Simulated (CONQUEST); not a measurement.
## Molecular dynamics of HfN (part 1 of 2)

- system: HfN (Fm-3m, 4 atoms in the cell)
- method: Kohn-Sham DFT of a periodic cell, PW91, PseudoDojo NC PBE, spin-polarised (CONQUEST 1.3)

The structure derives from an entry of the Crystallography Open Database. The geometry was changed: volume scaled by 1.15.

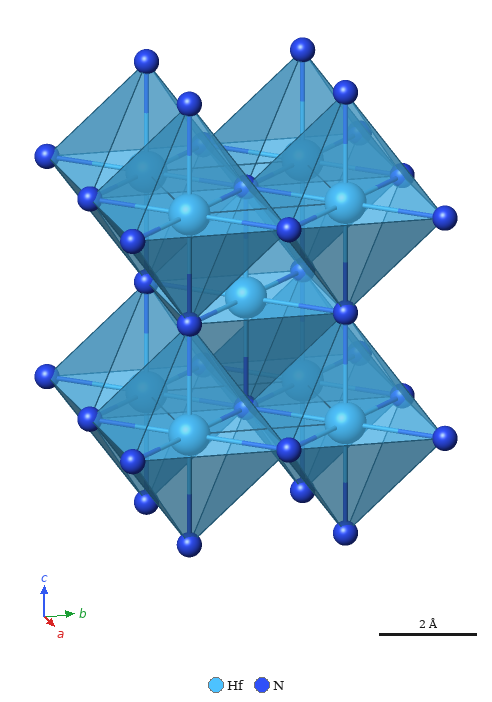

**Figure 1.** The input geometry (polyhedral view of the cell of the calculation, seen slightly off an axis; polyhedra are completed across the faces of the cell).

## Summary

| quantity | value |
| --- | --- |
| outcome | finished |
| mean temperature over the second half | 379 K |
| trajectory | 11 frames kept, 10 fs |
| space group of the start (tolerance 0.01 Å) | Fm-3m (225) |
| electrons treated | 34 |
| potential energy (free energy of the electrons) (a single point apart from the frames shown) | −3641.4053 eV |
| Fermi energy of the self-consistent step (a single point apart from the frames shown) | −4.601 eV |
| gap on the k-point mesh (a single point apart from the frames shown) | none (metallic) |
| net moment of the cell (a single point apart from the frames shown) | 0.00 μB |
| final volume (a single point apart from the frames shown) | 52.82 Å³ |
| hardware | 1 thread of Intel Xeon (Sapphire Rapids), 16 GiB of memory available, shared host |
| wall time | 3.3 min |
| peak memory | 0.44 GiB |

## Remarks

Settings chosen away from the usual ones: SC.AbsResidual set to T. The settings depart from the standard set-up of this series, which can bear on the numbers. Further notes kept with the run: read_and_write: Functional in input file differs to pseudopotential but proceeding: -109134 101. Points of doubt noted for this run: potential of other functional; small atomic basis. Spin–orbit coupling is left out, which matters for Hf. So short a trajectory is not equilibrated.

## The input
```
IO.Title HfN
IO.Coordinates coords.dat
IO.FractionalAtomicCoords T
IO.Iprint 2
IO.Iprint_init 1
General.NumberOfSpecies 3
General.PseudopotentialType hamann
General.FunctionalType -109134
General.DifferentFunctional T
AtomMove.TypeOfRun md
Grid.GridCutoff 120
DM.SolutionMethod diagon
Diag.MPMesh T
Diag.GammaCentred T
Diag.MPMeshX 4
Diag.MPMeshY 4
Diag.MPMeshZ 3
Diag.kT 0.00367493
minE.SCTolerance 1e-5
SC.MaxIters 100
IO.AtomChargeOutput T
Spin.SpinPolarised T
Spin.FixSpin F
SC.LinearMixingFactor 0.3
SC.MaxPulay 8
SC.AbsResidual T
AtomMove.NumSteps 10
AtomMove.WriteExtXYZ T
AtomMove.OutputFreq 1
AtomMove.WriteXSF F
AtomMove.IonTemperature 600
AtomMove.Timestep 1
MD.Ensemble nvt
General.RNGSeed 282
MD.Thermostat nhc
MD.tauT 100
%block ChemicalSpeciesLabel
1 178.490 Hf_1
2 178.490 Hf_2
3 14.010 N
%endblock
%block Hf_1
Atom.SpinNeUp 6.2500
Atom.SpinNeDn 5.7500
%endblock
%block Hf_2
Atom.SpinNeUp 5.7500
Atom.SpinNeDn 6.2500
%endblock
%block N
Atom.SpinNeUp 2.5000
Atom.SpinNeDn 2.5000
%endblock
```

Launched with:
```bash
Conquest
```

## What the program printed
```
Simulation cell dimensions:     6.3166 a0 x     6.3166 a0 x     8.9331 a0

      Atomic coordinates (a0)
         Atom         X         Y         Z  Species
            1    0.0000    0.0000    0.0000        1
            2    3.1583    3.1583    4.4665        2
            3    0.0000    0.0000    4.4665        3
            4    3.1583    3.1583    0.0000        3

         Monkhorst-Pack mesh:   4 x   4 x   3 gamma-centred
        This calculation includes non-local pseudopotentials,
         with a maximum core radius of      8.28664387

    Job title: HfN
    Job to be run: NVT MD run for    10 steps
      Initial ion temperature:   600.000K

    Ground state search:
      Support functions represented with PAO basis
      1:1 PAO to SF mapping
      Spin-polarised electrons; population difference free
      Solving for the K matrix using diagonalisation
      Using Fermi-Dirac smearing

    Integration grid size:     32 x   32 x   48

    Integration grid spacing:  0.197 a0 x 0.197 a0 x 0.186 a0

    Number of species:  3
    --------------------------------------------------------
    |   #  mass (au)  Charge (e)  SF Rad (a0)  NSF  Label  |
    --------------------------------------------------------
    |   1    178.490      12.000        8.488   10  Hf_1   |
    |   2    178.490      12.000        8.488   10  Hf_2   |
    |   3     14.010       5.000        5.724    4  N      |
    --------------------------------------------------------
          SCF tolerance:                 0.00001000
          SCF iterations:               100

    LibXC version:  6. 2. 2
    Using the GGA functional Perdew & Wang 91
    Using the GGA functional Perdew & Wang 91

           radial cut-off to be used is taken to be max PAO cut-off radius for this species:    8.286644

           greatest ang. mom. for making density from PAOs:  2

           radial cut-off to be used is taken to be max PAO cut-off radius for this species:    8.286644

           greatest ang. mom. for making density from PAOs:  2

           radial cut-off to be used is taken to be max PAO cut-off radius for this species:    5.483972

           greatest ang. mom. for making density from PAOs:  1
    Minimum blocs/proc is      768. Maximum blocs/proc is      768
    set_atom_dens: In set_atomic_density, electrons (spin=1):      17.000000000000
    set_atom_dens: In set_atomic_density, electrons (spin=2):      17.000000000000
 matrix_size & matrix_size_padH =           28          28

    Screened ion int: energy:     -89.974316591049 Ha

    md_run: starting MD run with     10 steps
    init_md: MD ensemble is nvt
    init_vel: initial kinetic energy is     600.000 K
    init_thermo: starting
    init_nhc: Parameters:
       Number of NHC thermostats n_nhc =          5
       NHC velocity drag factor t_drag =      1.00000000
       Multiple time step order  n_mts =          1
       Yoshida-Suzuki order      n_ys  =          1
      YS time steps:          1.00
      ion  NHC masses:    5.775487    0.481291    0.481291    0.481291    0.481291
    init_thermo: Thermostat type: nhc
    init_thermo: Extended system: T
    init_thermo:Target temperature        T_ext =     600.00
    init_thermo:Coupling time period      tau_T =     100.00
    init_baro:Barostat type:   none
    init_baro:Extended system: T
      PulayMixSC: Starting Pulay mixing, A_up =  0.300 A_dn =  0.300
      PulayMixSC: Spin populations are to be relaxed.
          Harris-Foulkes Energy            :      -133.985163585739571 Ha
          Free Energy (E-TS)               :      -133.988441526584012 Ha
      PulayMixSC: Pulay iteration     1 residual:              0.47343E+01
          Harris-Foulkes Energy            :      -133.816666905037238 Ha
          Free Energy (E-TS)               :      -133.819705887262529 Ha
      PulayMixSC: Pulay iteration     2 residual:              0.29266E-01
          Harris-Foulkes Energy            :      -133.816992727934831 Ha
          Free Energy (E-TS)               :      -133.820002622354735 Ha
      PulayMixSC: Pulay iteration     3 residual:              0.20271E-01
          Harris-Foulkes Energy            :      -133.817530232409979 Ha
          Free Energy (E-TS)               :      -133.820564983039048 Ha
      PulayMixSC: Pulay iteration     4 residual:              0.26345E-02
          Harris-Foulkes Energy            :      -133.817569972307780 Ha
          Free Energy (E-TS)               :      -133.820577131602789 Ha
      PulayMixSC: Pulay iteration     5 residual:              0.22620E-02
          Harris-Foulkes Energy            :      -133.817539560326566 Ha
          Free Energy (E-TS)               :      -133.820561172534326 Ha
      PulayMixSC: Pulay iteration     6 residual:              0.16788E-03
          Harris-Foulkes Energy            :      -133.817539566732933 Ha
          Free Energy (E-TS)               :      -133.820561259614294 Ha
      PulayMixSC: Pulay iteration     7 residual:              0.17371E-03
          Harris-Foulkes Energy            :      -133.817540282964927 Ha
          Free Energy (E-TS)               :      -133.820561395531911 Ha
      PulayMixSC: Pulay iteration     8 residual:              0.33008E-04
          Harris-Foulkes Energy            :      -133.817540140423858 Ha
          Free Energy (E-TS)               :      -133.820561371769543 Ha
      PulayMixSC: Pulay iteration     9 residual:              0.43626E-05
      PulayMixSC: Reached SCF tolerance of  0.43626E-05 after      9 iterations
      | Number of electrons (u/d)=        17.000005       17.000005
      | GS Energy as E-(1/2)TS   =      -133.819050756096715 Ha
      | Free Energy as E-TS      =      -133.820561371769543 Ha
      |* Harris-Foulkes energy   =      -133.817540140423858 Ha
      |* DFT total energy        =      -133.817540140342118 Ha

      force: Maximum force :        0.00000000(Ha/a0) on atom         1 in z direction
      force: Force Residual:        0.00000000 Ha/a0
      force: Total stress:         25.55917783    25.55917783    28.03995035 GPa
      force: Average pressure:    -26.38610200 GPa

      get_E_and_F: Change in energy during last step of electronic optimisation:  0.14254E-06

    MD step:      0 KE:         0.01140035 Ha IntEnergy:        -133.81754014 Ha TotalEnergy:        -133.80613979 Ha
    Ionic temperature       :    600.00000000 K
    write_md_data: starting

    md_run: iteration     1
    integrate_pt: first call
    update_pos_and_box: starting

    Screened ion int: energy:     -89.974215442740 Ha

      PulayMixSC: Starting Pulay mixing, A_up =  0.300 A_dn =  0.300
      PulayMixSC: Spin populations are to be relaxed.
          Harris-Foulkes Energy            :      -133.817523097127577 Ha
          Free Energy (E-TS)               :      -133.820542336762827 Ha
      PulayMixSC: Pulay iteration     1 residual:              0.14317E-01
          Harris-Foulkes Energy            :      -133.817521804774600 Ha
          Free Energy (E-TS)               :      -133.820540944951347 Ha
[... 42 further cycles ...]
      PulayMixSC: Pulay iteration     2 residual:              0.18941E-03
          Harris-Foulkes Energy            :      -133.816484208124876 Ha
          Free Energy (E-TS)               :      -133.819387945351821 Ha
      PulayMixSC: Pulay iteration     3 residual:              0.71378E-04
          Harris-Foulkes Energy            :      -133.816483998397501 Ha
          Free Energy (E-TS)               :      -133.819387754720253 Ha
      PulayMixSC: Pulay iteration     4 residual:              0.29063E-04
          Harris-Foulkes Energy            :      -133.816484156942408 Ha
          Free Energy (E-TS)               :      -133.819387926293814 Ha
      PulayMixSC: Pulay iteration     5 residual:              0.78572E-05
      PulayMixSC: Reached SCF tolerance of  0.78572E-05 after      5 iterations
      | Number of electrons (u/d)=        17.000014       17.000014
      | GS Energy as E-(1/2)TS   =      -133.817936041618111 Ha
      | Free Energy as E-TS      =      -133.819387926293814 Ha
      |* Harris-Foulkes energy   =      -133.816484156942408 Ha
      |* DFT total energy        =      -133.816484156334610 Ha

      force: Maximum force :        0.00796804(Ha/a0) on atom         2 in x direction
      force: Force Residual:        0.00735998 Ha/a0
      force: Total stress:         24.66909567    24.26291841    27.59778649 GPa
      force: Average pressure:    -25.50993352 GPa

      get_E_and_F: Change in energy during last step of electronic optimisation: -0.15854E-06
    integrate_pt: second call

    MD step:      9 KE:         0.00656568 Ha IntEnergy:        -133.81648416 Ha TotalEnergy:        -133.80991848 Ha
    Ionic temperature       :    345.55120967 K
    Maximum force:               0.00796804 Ha/a0
    Force Residual:              0.00735998 Ha/a0
    Energy change:               0.00018756 Ha
    Conserved quantity H'   :   -133.80385438 Ha
    Components of conserved quantity
    Kinetic energy          :      0.00656568 Ha
    Potential energy        :   -133.81648416 Ha
    Nose-Hoover energy      :      0.00632275 Ha

      Simulation cell dimensions:     6.3166 a0 x     6.3166 a0 x     8.9331 a0

      Atomic coordinates (a0)
         Atom         X         Y         Z  Species
            1    0.0422    6.2951    8.9275        1
            2    3.1074    3.1810    4.4763        2
            3    0.0816    0.0812    4.4383        3
            4    3.1883    3.0614    8.9074        3
    get_T_and_KE: KE:     0.006444 Ha
    get_T_and_KE: T:    339.124454 K
    get_P_and_stress:  P:   -25.155348 GPa
    get_P_and_stress: PV:     0.000000 Ha
    write_md_data: starting

    md_run: iteration    10
    integrate_pt: first call
    update_pos_and_box: starting

    Screened ion int: energy:     -89.967141026715 Ha
```
